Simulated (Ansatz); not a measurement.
Molecular dynamics, with input and output: H₁₇O₈F (part 2 of 2)

H₁₇O₈F (disordered cell, 26 atoms in the cell); DFT PBEsol, scalar-relativistic, plane waves, PAW, no spin polarisation (Ansatz 0.2.0); cutoff 420 eV, 1×1×1 k-mesh, Fermi–Dirac smearing of 0.05 eV. It belongs to a series of runs on one base structure; here: dynamics from the last frame of the run before.

**The program's output, continued**
```
md step    63: t =    47.25 fs  T =   269.2 K  F+E_penalty+E_count = -5557.40062242 eV  E_kin = 0.904712 eV  (5 SCF iters)
md step    64: t =    48.00 fs  T =   280.5 K  F+E_penalty+E_count = -5557.43950076 eV  E_kin = 0.942581 eV  (5 SCF iters)
md step    65: t =    48.75 fs  T =   275.4 K  F+E_penalty+E_count = -5557.43692110 eV  E_kin = 0.925451 eV  (5 SCF iters)
md step    66: t =    49.50 fs  T =   274.4 K  F+E_penalty+E_count = -5557.40097068 eV  E_kin = 0.922081 eV  (6 SCF iters)
md step    67: t =    50.25 fs  T =   259.9 K  F+E_penalty+E_count = -5557.35901084 eV  E_kin = 0.873437 eV  (6 SCF iters)
md step    68: t =    51.00 fs  T =   252.6 K  F+E_penalty+E_count = -5557.33706554 eV  E_kin = 0.848828 eV  (5 SCF iters)
md step    69: t =    51.75 fs  T =   260.2 K  F+E_penalty+E_count = -5557.34679645 eV  E_kin = 0.874556 eV  (5 SCF iters)
md step    70: t =    52.50 fs  T =   273.6 K  F+E_penalty+E_count = -5557.38539347 eV  E_kin = 0.919595 eV  (7 SCF iters)
md step    71: t =    53.25 fs  T =   290.0 K  F+E_penalty+E_count = -5557.44060051 eV  E_kin = 0.974590 eV  (6 SCF iters)
md step    72: t =    54.00 fs  T =   306.8 K  F+E_penalty+E_count = -5557.49709615 eV  E_kin = 1.031091 eV  (6 SCF iters)
md step    73: t =    54.75 fs  T =   313.5 K  F+E_penalty+E_count = -5557.53851664 eV  E_kin = 1.053752 eV  (5 SCF iters)
md step    74: t =    55.50 fs  T =   311.6 K  F+E_penalty+E_count = -5557.55069477 eV  E_kin = 1.047196 eV  (5 SCF iters)
md step    75: t =    56.25 fs  T =   309.7 K  F+E_penalty+E_count = -5557.53239591 eV  E_kin = 1.040867 eV  (5 SCF iters)
md step    76: t =    57.00 fs  T =   294.9 K  F+E_penalty+E_count = -5557.49885973 eV  E_kin = 0.991034 eV  (6 SCF iters)
md step    77: t =    57.75 fs  T =   285.2 K  F+E_penalty+E_count = -5557.47009554 eV  E_kin = 0.958624
[...]
SCF iter   3: F=—  HF=-5557.134064 eV  |F-HF|=—  |Δ(HF+E_count)|=   5.36e-5  Δρ=4.82e-4  dr2=2.59e-4  ethr=1.67e-6  ⟨swp⟩=2.0  Hψ=96  notcnv=0
SCF iter   4: F=—  HF=-5557.134103 eV  |F-HF|=—  |Δ(HF+E_count)|=   3.91e-5  Δρ=6.84e-5  dr2=1.26e-5  ethr=3.60e-7  ⟨swp⟩=2.0  Hψ=97  notcnv=0
SCF iter   5: F=—  HF=-5557.134150 eV  |F-HF|=—  |Δ(HF+E_count)|=   4.73e-5  Δρ=4.64e-5  dr2=4.67e-6  ethr=1.75e-8  ⟨swp⟩=2.0  Hψ=96  notcnv=0
SCF iter   6: F=—  HF=-5557.134150 eV  |F-HF|=—  |Δ(HF+E_count)|=   2.33e-7  Δρ=1.00e-5  dr2=2.18e-7  ethr=6.49e-9  ⟨swp⟩=2.0  Hψ=91  notcnv=0
SCF iter   7: F=-5557.134150 eV  HF=-5557.134150 eV  |F-HF|=6.80e-9  |Δ(HF+E_count)|=   2.34e-7  Δρ=1.88e-6  dr2=9.05e-9  ethr=3.61e-11  ⟨swp⟩=3.0  Hψ=226  notcnv=0
SCF 401 converged in 7 iterations: F = -5557.134150 eV  dr2 = 9.05e-9
md step   400: t =   300.00 fs  T =   252.4 K  F+E_penalty+E_count = -5557.13415026 eV  E_kin = 0.848281 eV  (7 SCF iters)
```

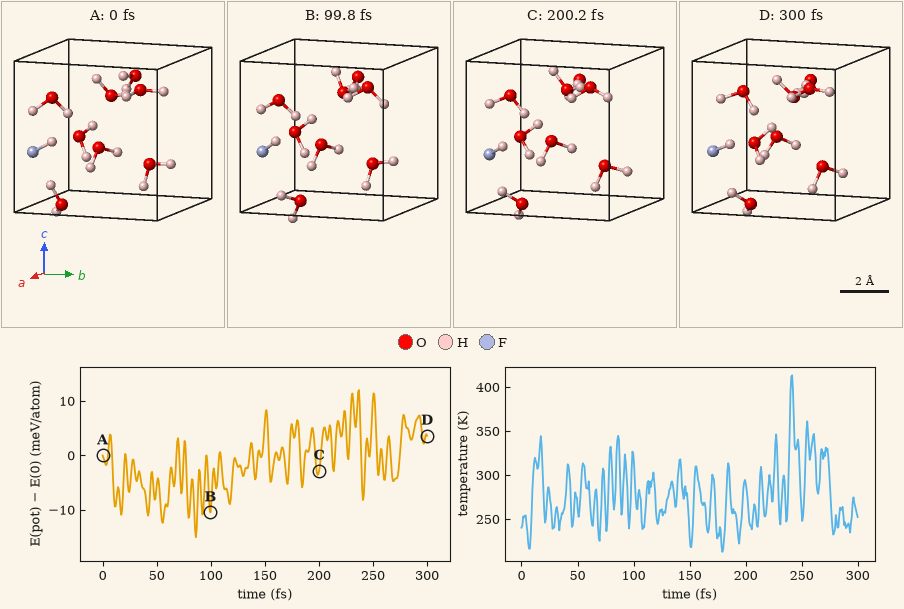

Frames of the molecular dynamics (ball-and-stick, simulation cell, seen slightly off an axis) above the curves, on which the letters mark them. The trajectory kept here has 401 frames over 300 fs. The temperature starts at 240 K, ranges from 213 to 413 K and averages 279 K over the second half. The potential energy ends 3.6 meV/atom above its first value. With the common drift removed, the root-mean-square displacement is 0.62 Å, and H15 has moved furthest (1.22 Å).

```
SCF converged after 7 iterations
Free energy (F): -5557.134150 eV
Harris-Foulkes:  -5557.134150 eV  (|F-HF|=6.80e-9)
Internal energy: -5557.134150 eV  (E = F + TS)
E sigma→0 (E₀):  -5557.134150 eV
Fermi energy:    -0.510286 eV
--- Per-component energies (eV) ---
  E_band       = -718.055446
  E_kinetic    = 1832.968434
  E_local      = -6352.528558  (includes V_loc(G=0)·N_el)
  E_nonlocal   = 489.920611
  E_hartree    = 2355.877804
  E_xc         = -802.286766
  E_vxc        = -1031.815513  (∫ρ·V_xc dr)
  E_paw        = -1426.340883  (= ΣΔE_a)
  E_vpaw       = -368.360496  (= ΣTr[D̂ρ^β])
  E_aug_tail   = 0.003133  (compensation charges beyond the density's cutoff)
  E_ewald      = -1655.072671
  E_core_change = 0.324746  (= ΣΔE_core)
  E_smearing   = -0.000000  (= −TS)
  E_closure    = 0.000000  (closes the sum)
  Σ components = -5557.134150   (vs F -5557.134150, Δ=0.00e0)
--- Forces (eV/Å), atoms counted from 1 ---
  atom   1  O      0.97415579     1.57463475     0.05689135
  atom   2  H     -0.62630878     0.23513537     0.12831354
  atom   3  H     -0.32723829    -1.75631421    -0.15212642
  atom   4  O     -0.49515425    -0.01279753     0.02982208
  atom   5  H     -0.36535368     0.08286995    -0.06745627
  atom   6  H      0.66948414    -0.10523244    -0.03117880
  atom   7  O      1.70250310    -0.76374814    -2.19987583
  atom   8  H     -0.25890364     0.64500964    -0.16591387
  atom   9  H     -0.89303377     0.45426792     1.71271821
  atom  10  O     -0.37985560    -0.69868034     1.12994922
  atom  11  H     -0.03223000     0.10186209    -0.10175220
  atom  12  H      0.06615611     0.15410292    -0.45200134
  atom  13  O      0.43598831    -2.35514642     0.61142625
  atom  14  H     -0.08852268     0.59919811    -0.52975832
  atom  15  H     -0.48590544     1.21958351     0.61435405
  atom  16  O      0.02638790    -0.28283272     1.08349889
  atom  17  H     -0.27933831    -0.61410378    -0.01695253
  atom  18  H      0.61577692     0.70967392    -0.50140482
  atom  19  O      0.46965130    -0.00193265    -0.62487327
  atom  20  H     -0.30939134     0.18063363    -0.27397581
  atom  21  H     -0.07938256     0.17447114    -0.01900388
  atom  22  O      0.98516472     1.57463667     1.70996989
  atom  23  H     -1.15969823    -0.10954908    -0.50278755
  atom  24  H     -0.25270338    -1.06946713    -0.89164199
  atom  25  F     -0.39707757    -0.56449589    -0.27955579
  atom  26  H      0.48485411     0.62820293    -0.26667612
  max |Σ_I F_I| component: 2.49e-5 eV/Å
--- MD trajectory: 400 steps, t = 0.0 → 300.0 fs ---
  final state: T = 252.4 K   F+E_penalty+E_count = -5557.13415026 eV   E_kin = 0.848281 eV
```

**Trajectory as extended XYZ (Å, eV, eV/Å), 4 of the 401 frames kept, from step=0 to step=400**
```
26
Lattice="6.4951 0.0000 0.0000 0.0000 6.4951 0.0000 0.0000 0.0000 6.4951" Properties=species:S:1:pos:R:3:forces:R:3 step=0 time_fs=0.0 energy=-5557.22851 temperature=240.4
O    -0.6573    5.4761    5.4649   -0.6013   1.3021   0.0037
H     0.2708    5.1902    5.3014   -0.0998   0.1945  -0.1737
H    -0.7768    6.4857    5.4353    0.5646  -1.6586   0.1239
O     4.7392    1.4900    0.1611    0.6863   1.2843   0.0730
H     5.0083    1.0902    1.0154    0.1059  -0.4816   0.3658
H     4.0511    0.9837   -0.2651   -0.9603  -0.9216  -0.6910
O     0.5924    3.9037    1.4281    0.1496  -0.1576   0.4557
H     0.5925    4.8673    1.4792   -0.1162   0.4148   0.0497
H     0.7175    3.6809    0.4833    0.0261  -0.1202  -1.0052
O     5.9398    2.7347    3.3337   -0.4931  -2.2430   1.8345
H     5.0339    3.0022    3.6800   -0.1311   0.3995   0.2988
H     6.1888    3.1580    2.5135    0.4507   1.1232  -1.5953
O     3.2294    0.4732    4.4813    1.2637  -1.9391  -0.0486
H     2.9362    1.0857    3.8001   -0.2949   0.9274  -0.8706
H     3.8052   -0.1802    3.9577   -0.9631   1.1999   0.9055
O     4.0325    3.4700    4.8437    0.3887   0.2446   0.8002
H     4.5373    4.3139    5.0050   -0.0338   0.2254  -0.0230
H     4.4060    2.9449    5.6016   -0.1314  -0.3419  -0.1790
O     2.7206    2.3991    2.3640   -0.0979  -0.1747   0.0841
H     1.9422    2.9524    2.0827    0.4567  -0.1104  -0.0961
H     3.2886    2.2431    1.5824   -0.2120   0.1077  -0.0251
O     1.2903    3.5244    5.3076   -1.4212   0.2359   0.5607
H     2.2263    3.3290    5.4268    0.9027  -0.1485  -0.7518
H     0.8426    2.9458    4.6399    0.3247   0.2808   0.1492
F     5.5486    0.4806    2.4866   -0.1105   0.3222   0.2516
H     5.6770    1.3957    2.9920    0.3469   0.0347  -0.4971
26
Lattice="6.4951 0.0000 0.0000 0.0000 6.4951 0.0000 0.0000 0.0000 6.4951" Properties=species:S:1:pos:R:3:forces:R:3 step=133 time_fs=99.8 energy=-5557.50058 temperature=324.1
O    -0.1725    5.6797    5.5625   -0.3119   0.8127  -0.9860
H     0.4366    5.0090    5.1725    0.4758  -0.1018   0.1278
H    -0.1904    6.4173    4.8842    0.1077  -0.8810   0.8344
O     3.8013    1.6678    0.0978   -0.2235  -0.9026  -1.2128
H     4.5302    1.0805    0.3994   -0.1899   0.2127   0.1700
H     3.4110    1.1692   -0.7316    0.4648   0.4567   0.6440
O     0.5490    3.7160    1.3374    0.0951  -1.1168  -0.0548
H     0.5518    4.6594    1.4931   -0.0356   0.8613  -0.0789
H     0.9183    3.5577    0.4278   -0.1407   0.1390  -0.0067
O     6.0478    2.2698    3.4168    0.0943   0.8203   0.0541
H     5.2873    2.7489    3.8853    0.2069   0.3397   0.1371
H     6.2667    2.7950    2.5759   -0.0348  -0.0910   0.4283
O     3.0857    0.4122    4.2463    0.3386  -0.9593   1.4596
H     2.8987    1.1100    3.5853    0.0622   0.5114  -0.9716
H     3.8777   -0.0895    3.9429   -0.6114   0.4382  -0.1902
O     4.4180    3.8530    4.9612    0.1020   0.2381   0.5131
H     5.0726    4.5645    5.2901   -0.6507  -0.3928  -0.2608
H     4.0830    3.3876    5.7783    0.6011  -0.1672  -0.4111
O     2.7564    2.2198    2.3930   -0.3520   0.1507  -0.0308
H     1.9676    2.7106    2.0949   -0.3205   0.3928   0.3343
H     3.0626    1.8944    1.4992    0.5148  -0.2170  -0.0248
O     1.4963    3.4070    5.1819   -0.4465  -0.2915  -0.7038
H     2.3678    3.6502    4.7893   -0.1283  -0.0548   0.0781
H     1.0209    2.8233    4.5072    0.3955   0.5745   0.6587
F     5.0976    0.4349    2.3362   -0.1206  -0.9625  -0.3359
H     5.5017    1.1893    2.8803    0.1075   0.1901  -0.1711
26
Lattice="6.4951 0.0000 0.0000 0.0000 6.4951 0.0000 0.0000 0.0000 6.4951" Properties=species:S:1:pos:R:3:forces:R:3 step=267 time_fs=200.2 energy=-5557.30140 temperature=289.4
O     0.0713    5.5372    5.5038   -0.3732   2.5725   0.0434
H     0.6818    4.9191    5.0985    1.0095  -0.8505  -0.5636
H     0.4090    6.4540    5.1767   -0.5712  -1.9637   0.4612
O     3.8013    1.3909   -0.1318   -0.6763  -1.2329   0.2666
H     4.1510    0.6201    0.4094   -0.0209   0.9843  -0.2817
H     3.0911    0.9693   -0.7273    0.8441   0.6053   0.1694
O     0.7230    3.9768    1.1976   -0.1758  -0.2458  -0.5263
H     0.4003    4.8816    0.9579    0.1097  -0.3090   0.1982
H     0.8406    3.5894    0.2907    0.2299   0.0116   0.3557
O     6.0439    2.1587    3.1281   -0.3210  -0.7742   0.3741
H     5.3681    2.7022    3.5936   -0.0873   0.4286   0.5155
H     6.4292    2.7246    2.4418    0.1315   0.6743  -0.6862
O     2.3193    0.2965    4.2483    0.2042  -1.2048   0.7304
H     2.3166    0.9296    3.5119    0.1432   0.8100  -0.8369
H     2.9101   -0.4255    3.9375   -0.2773   0.3800   0.1732
O     4.6208    3.7394    5.0214   -0.1025   0.2191   0.1955
H     5.1760    4.5617    5.2542   -0.3695  -0.9211   0.0267
H     4.5346    3.0932    5.7790    0.2914   0.4041  -0.4242
O     2.6000    2.2652    2.4386   -0.5853   0.5697  -0.5630
H     1.9664    2.9495    2.0725    0.4392  -0.2385   0.2924
H     3.0279    1.9463    1.6098    0.2254  -0.2118  -0.1326
O     1.8063    3.2453    5.0070   -0.4746   1.8239   2.4705
H     2.7387    3.5071    4.9643    0.7852   0.2067  -0.0151
H     1.6729    2.7128    4.2644   -0.5305  -1.5796  -2.1967
F     4.8538    0.3043    2.0893    0.0428  -0.0813   0.1094
H     5.3336    1.0879    2.5439    0.1098  -0.0768  -0.1560
26
Lattice="6.4951 0.0000 0.0000 0.0000 6.4951 0.0000 0.0000 0.0000 6.4951" Properties=species:S:1:pos:R:3:forces:R:3 step=400 time_fs=300.0 energy=-5557.13415 temperature=252.4
O    -0.0959    4.9781    5.2868    0.9742   1.5746   0.0569
H     0.7571    4.4745    5.0030   -0.6263   0.2351   0.1283
H     0.1319    5.9672    5.2340   -0.3272  -1.7563  -0.1521
O     4.1522    1.4464   -0.1914   -0.4952  -0.0128   0.0298
H     4.6863    0.7971    0.3284   -0.3654   0.0829  -0.0675
H     3.3744    0.9939   -0.6387    0.6695  -0.1052  -0.0312
O     0.7661    3.4220    1.0339    1.7025  -0.7637  -2.1999
H     0.1981    4.1343    0.7023   -0.2589   0.6450  -0.1659
H     1.2388    3.1477    0.1195   -0.8930   0.4543   1.7127
O     5.8211    2.2490    2.7245   -0.3799  -0.6987   1.1299
H     5.2777    2.8274    3.3308   -0.0322   0.1019  -0.1018
H     6.4113    2.7216    2.0919    0.0662   0.1541  -0.4520
O     2.3653    0.4318    4.3328    0.4360  -2.3551   0.6114
H     2.6083    1.0102    3.5731   -0.0885   0.5992  -0.5298
H     2.6915   -0.4626    4.0096   -0.4859   1.2196   0.6144
O     4.4102    3.5038    4.5563    0.0264  -0.2828   1.0835
H     5.0743    4.2312    4.8592   -0.2793  -0.6141  -0.0170
H     4.4139    2.7354    5.2490    0.6158   0.7097  -0.5014
O     2.8047    2.1121    2.5438    0.4697  -0.0019  -0.6249
H     2.2100    2.7616    2.1298   -0.3094   0.1806  -0.2740
H     3.3872    1.7825    1.8229   -0.0794   0.1745  -0.0190
O     1.8732    3.3054    4.8976    0.9852   1.5746   1.7100
H     2.9188    3.4926    4.8489   -1.1597  -0.1095  -0.5028
H     1.6757    2.6174    4.2805   -0.2527  -1.0695  -0.8916
F     5.0595    0.0788    2.1318   -0.3971  -0.5645  -0.2796
H     5.3561    0.9617    2.5212    0.4849   0.6282  -0.2667
```

**Summary**

- outcome: finished
- mean temperature over the second half: 279 K
- trajectory: 400 steps, 300 fs
- ensemble: nvt_langevin
- temperature in the input: 250.0 K
- time step: 0.75 fs
- electrons treated: 72
- potential energy (free energy of the electrons) (last step): −5557.1342 eV
- Fermi energy (last step): −0.510 eV
- largest force (length of the vector) (last step): 2.885 eV/Å
- hardware: 1 thread of Arm Neoverse V2, 24 GiB of memory available, shared host
- wall time: 7.7 min
- peak memory: 0.35 GiB

The input asks for low accuracy. The k-point mesh is coarse for a cell of this size, so the results may not be converged. So short a trajectory is not equilibrated. The logged temperature at the start can lie below the typed one, since it is counted over all degrees of freedom.
